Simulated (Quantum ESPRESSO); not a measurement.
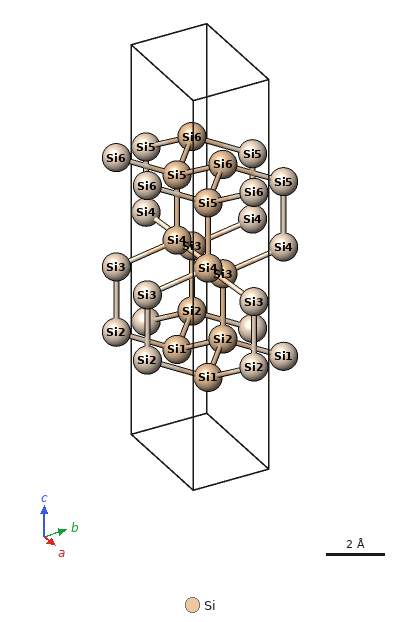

**Figure 1.** The structure (ball-and-stick view of the 2 × 1 repeat of the cell, with the vacuum cut short, seen slightly off an axis; neighbours outside the cell are drawn fainter; atoms are numbered from 1 in the order of the input). An atom can appear more than once, as a periodic image. Near neighbours in the periodic cell (some may lie outside the picture): Si has 3 Si at 2.35 Å; Si has 4 Si at 2.35 to 2.37 Å.

## Run report: Si, workfunction calculation (part 1 of 2)

System: Si (slab, 6 atoms in the cell).
Method: Kohn-Sham DFT of a periodic cell, PBE, PseudoDojo 0.4.1 SR PBE standard, no spin polarisation (Quantum ESPRESSO 7.5).

The structure derives from a Materials Project entry.

## Output
```
This program is part of the open-source Quantum ESPRESSO suite
     for quantum simulation of materials; please cite
         "P. Giannozzi et al., J. Phys.:Condens. Matter 21 395502 (2009);
         "P. Giannozzi et al., J. Phys.:Condens. Matter 29 465901 (2017);
         "P. Giannozzi et al., J. Chem. Phys. 152 154105 (2020);
          URL
     in publications or presentations arising from this work. More details at

     Message from routine setup:
     using ibrav=0 with symmetry is DISCOURAGED, use correct ibrav instead

     K-points division:     npool     =       2
     Subspace diagonalization in iterative solution of the eigenvalue problem:
     a serial algorithm will be used

     G-vector sticks info
     --------------------
     sticks:   dense  smooth     PW     G-vecs:    dense   smooth      PW
     Sum         421     421    121                40211    40211    6655

     Using Slab Decomposition

     bravais-lattice index     =            0
     lattice parameter (alat)  =       8.0000  a.u.
     unit-cell volume          =    1898.5312 (a.u.)^3
     number of atoms/cell      =            6
     number of atomic types    =            1
     number of electrons       =        24.00
     number of Kohn-Sham states=           19
     kinetic-energy cutoff     =      29.0000  Ry
     charge density cutoff     =     116.0000  Ry
     scf convergence threshold =      6.0E-09
     mixing beta               =       0.3000
     number of iterations used =            8  local-TF  mixing
     Exchange-correlation= PBE
                           (   1   4   3   4   0   0   0)

     celldm(1)=   8.000000  celldm(2)=   0.000000  celldm(3)=   0.000000
     celldm(4)=   0.000000  celldm(5)=   0.000000  celldm(6)=   0.000000

     crystal axes: (cart. coord. in units of alat)
               a(1) = (   0.905018   0.000000   0.000000 )
               a(2) = (  -0.452509   0.783768   0.000000 )
               a(3) = (   0.000000   0.000000   5.227609 )

     reciprocal axes: (cart. coord. in units 2 pi/alat)
               b(1) = (  1.104951  0.637944 -0.000000 )
               b(2) = (  0.000000  1.275887  0.000000 )
               b(3) = (  0.000000 -0.000000  0.191292 )

     PseudoPot. # 1 for Si read from file:
     Si.upf
     Pseudo is Norm-conserving + core correction, Zval =  4.0
     Generated using ONCVPSP code by D. R. Hamann
     Using radial grid of 1510 points,  6 beta functions with:
                l(1) =   0
                l(2) =   0
                l(3) =   1
                l(4) =   1
                l(5) =   2
                l(6) =   2

     atomic species   valence    mass     pseudopotential
     Si                4.00    28.08500     Si( 1.00)

     12 Sym. Ops., with inversion, found

   Cartesian axes

     site n.     atom                  positions (alat units)
         1        Si     tau(   1) = (   0.4525088   0.2612561   1.7716182  )
         2        Si     tau(   2) = (   0.0000000   0.5225121   1.9601257  )
         3        Si     tau(   3) = (   0.0000000   0.5225121   2.5195508  )
         4        Si     tau(   4) = (   0.4525088   0.2612561   2.7080582  )
         5        Si     tau(   5) = (   0.4525088   0.2612561   3.2674834  )
         6        Si     tau(   6) = (   0.0000000   0.5225121   3.4559908  )

     number of k points=    10  Fermi-Dirac smearing, width (Ry)=  0.0037
                       cart. coord. in units 2pi/alat
        k(    1) = (   0.0000000   0.0000000   0.0000000), wk =   0.0312500
        k(    2) = (   0.0000000   0.1594859   0.0000000), wk =   0.1875000
        k(    3) = (   0.0000000   0.3189719   0.0000000), wk =   0.1875000
        k(    4) = (   0.0000000   0.4784578   0.0000000), wk =   0.1875000
        k(    5) = (   0.0000000  -0.6379437   0.0000000), wk =   0.0937500
        k(    6) = (   0.1381189   0.2392289   0.0000000), wk =   0.1875000
        k(    7) = (   0.1381189   0.3987148   0.0000000), wk =   0.3750000
        k(    8) = (   0.1381189   0.5582007   0.0000000), wk =   0.3750000
        k(    9) = (   0.2762377   0.4784578   0.0000000), wk =   0.1875000
        k(   10) = (   0.2762377   0.6379437   0.0000000), wk =   0.1875000

     Dense  grid:    40211 G-vectors     FFT dimensions: (  25,  25, 144)

     Initial potential from superposition of free atoms

     starting charge      23.9963, renormalised to      24.0000

     negative rho (up, down):  8.982E-05 0.000E+00
     Starting wfcs are   24 randomized atomic wfcs

     Self-consistent Calculation

     iteration #  1     ecut=    29.00 Ry     beta= 0.30
     Davidson diagonalization with overlap
     ethr =  1.00E-02,  avg # of iterations =  4.0

     Threshold (ethr) on eigenvalues was too large:
     Diagonalizing with lowered threshold

     Davidson diagonalization with overlap
     ethr =  8.16E-04,  avg # of iterations =  1.9

     total energy              =     -50.62512524 Ry
     estimated scf accuracy    <       0.22125240 Ry

     iteration #  2     ecut=    29.00 Ry     beta= 0.30
     Davidson diagonalization with overlap
     ethr =  9.22E-04,  avg # of iterations =  1.0

     total energy              =     -50.57996456 Ry
     estimated scf accuracy    <       0.15137801 Ry

     iteration #  3     ecut=    29.00 Ry     beta= 0.30
     Davidson diagonalization with overlap
     ethr =  6.31E-04,  avg # of iterations =  1.9

     total energy              =     -50.59396925 Ry
     estimated scf accuracy    <       0.01017780 Ry

     iteration #  4     ecut=    29.00 Ry     beta= 0.30
     Davidson diagonalization with overlap
     ethr =  4.24E-05,  avg # of iterations =  7.0

     total energy              =     -50.59373695 Ry
     estimated scf accuracy    <       0.01054067 Ry

     iteration #  5     ecut=    29.00 Ry     beta= 0.30
     Davidson diagonalization with overlap
     ethr =  4.24E-05,  avg # of iterations =  1.1

     total energy              =     -50.59366799 Ry
     estimated scf accuracy    <       0.00642487 Ry

     iteration #  6     ecut=    29.00 Ry     beta= 0.30
     Davidson diagonalization with overlap
     ethr =  2.68E-05,  avg # of iterations =  1.0

     negative rho (up, down):  2.873E-04 0.000E+00

     total energy              =     -50.59143285 Ry
     estimated scf accuracy    <       0.00559976 Ry

     iteration #  7     ecut=    29.00 Ry     beta= 0.30
     Davidson diagonalization with overlap
     ethr =  2.33E-05,  avg # of iterations =  2.7

     negative rho (up, down):  1.243E-04 0.000E+00

     total energy              =     -50.59254806 Ry
     estimated scf accuracy    <       0.00136199 Ry

     iteration #  8     ecut=    29.00 Ry     beta= 0.30
     Davidson diagonalization with overlap
     ethr =  5.67E-06,  avg # of iterations =  4.9

     negative rho (up, down):  4.469E-04 0.000E+00

     total energy              =     -50.59232685 Ry
     estimated scf accuracy    <       0.00115068 Ry

     iteration #  9     ecut=    29.00 Ry     beta= 0.30
     Davidson diagonalization with overlap
     ethr =  4.79E-06,  avg # of iterations =  3.3

     negative rho (up, down):  2.356E-03 0.000E+00

     total energy              =     -50.59271099 Ry
     estimated scf accuracy    <       0.00112927 Ry

     iteration # 10     ecut=    29.00 Ry     beta= 0.30
     Davidson diagonalization with overlap
     ethr =  4.71E-06,  avg # of iterations =  1.4

     negative rho (up, down):  8.658E-05 0.000E+00

     total energy              =     -50.59259018 Ry
     estimated scf accuracy    <       0.00046792 Ry

     iteration # 11     ecut=    29.00 Ry     beta= 0.30
     Davidson diagonalization with overlap
     ethr =  1.95E-06,  avg # of iterations =  2.9

     negative rho (up, down):  1.555E-04 0.000E+00

     total energy              =     -50.59270315 Ry
     estimated scf accuracy    <       0.00002286 Ry

     iteration # 12     ecut=    29.00 Ry     beta= 0.30
     Davidson diagonalization with overlap
     ethr =  9.53E-08,  avg # of iterations =  3.8

     negative rho (up, down):  2.321E-05 0.000E+00

     total energy              =     -50.59269336 Ry
     estimated scf accuracy    <       0.00005197 Ry

     iteration # 13     ecut=    29.00 Ry     beta= 0.30
     Davidson diagonalization with overlap
     ethr =  9.53E-08,  avg # of iterations =  2.0

     negative rho (up, down):  6.969E-05 0.000E+00

     total energy              =     -50.59269819 Ry
     estimated scf accuracy    <       0.00000105 Ry

     iteration # 14     ecut=    29.00 Ry     beta= 0.30
     Davidson diagonalization with overlap
     ethr =  4.38E-09,  avg # of iterations =  3.9

     negative rho (up, down):  6.934E-05 0.000E+00

     total energy              =     -50.59269880 Ry
     estimated scf accuracy    <       0.00000077 Ry

     iteration # 15     ecut=    29.00 Ry     beta= 0.30
     Davidson diagonalization with overlap
     ethr =  3.22E-09,  avg # of iterations =  1.0

     negative rho (up, down):  1.872E-05 0.000E+00

     total energy              =     -50.59269887 Ry
     estimated scf accuracy    <       0.00000063 Ry

     iteration # 16     ecut=    29.00 Ry     beta= 0.30
     Davidson diagonalization with overlap
     ethr =  2.62E-09,  avg # of iterations =  1.8

     total energy              =     -50.59269895 Ry
     estimated scf accuracy    <       0.00000009 Ry

     iteration # 17     ecut=    29.00 Ry     beta= 0.30
     Davidson diagonalization with overlap
     ethr =  3.89E-10,  avg # of iterations =  2.0

     negative rho (up, down):  2.492E-07 0.000E+00

     total energy              =     -50.59269893 Ry
     estimated scf accuracy    <       0.00000020 Ry

     iteration # 18     ecut=    29.00 Ry     beta= 0.30
     Davidson diagonalization with overlap
     ethr =  3.89E-10,  avg # of iterations =  1.1

     negative rho (up, down):  2.496E-06 0.000E+00

     total energy              =     -50.59269892 Ry
     estimated scf accuracy    <       0.00000013 Ry

     iteration # 19     ecut=    29.00 Ry     beta= 0.30
     Davidson diagonalization with overlap
     ethr =  3.89E-10,  avg # of iterations =  1.0

     negative rho (up, down):  2.857E-06 0.000E+00

     total energy              =     -50.59269894 Ry
     estimated scf accuracy    <       0.00000008 Ry

     iteration # 20     ecut=    29.00 Ry     beta= 0.30
     Davidson diagonalization with overlap
     ethr =  3.48E-10,  avg # of iterations =  1.0

     negative rho (up, down):  3.529E-06 0.000E+00

     total energy              =     -50.59269890 Ry
     estimated scf accuracy    <       0.00000009 Ry

     iteration # 21     ecut=    29.00 Ry     beta= 0.30
     Davidson diagonalization with overlap
     ethr =  3.48E-10,  avg # of iterations =  1.1

     negative rho (up, down):  2.448E-06 0.000E+00

     total energy              =     -50.59269886 Ry
     estimated scf accuracy    <       0.00000004 Ry

     iteration # 22     ecut=    29.00 Ry     beta= 0.30
     Davidson diagonalization with overlap
     ethr =  1.85E-10,  avg # of iterations =  2.0

     End of self-consistent calculation

          k = 0.0000 0.0000 0.0000 (  5027 PWs)   bands (ev):

   -11.7319 -10.9043 -10.0378  -6.0321  -3.7851  -1.1244  -1.1244  -0.8685
    -0.5173  -0.5173   0.0024   0.0024   0.6568   1.5023   2.5686   2.5686
     2.5890   3.2068   3.4036

          k = 0.0000 0.1595 0.0000 (  5001 PWs)   bands (ev):

   -11.5511 -10.7231  -9.8529  -5.9530  -3.7655  -2.3739  -1.6645  -1.4632
    -1.3813  -0.8446  -0.5305  -0.3148   0.6031   1.9251   2.7520   3.0937
     3.1288   3.4974   3.9457

          k = 0.0000 0.3190 0.0000 (  4993 PWs)   bands (ev):
```
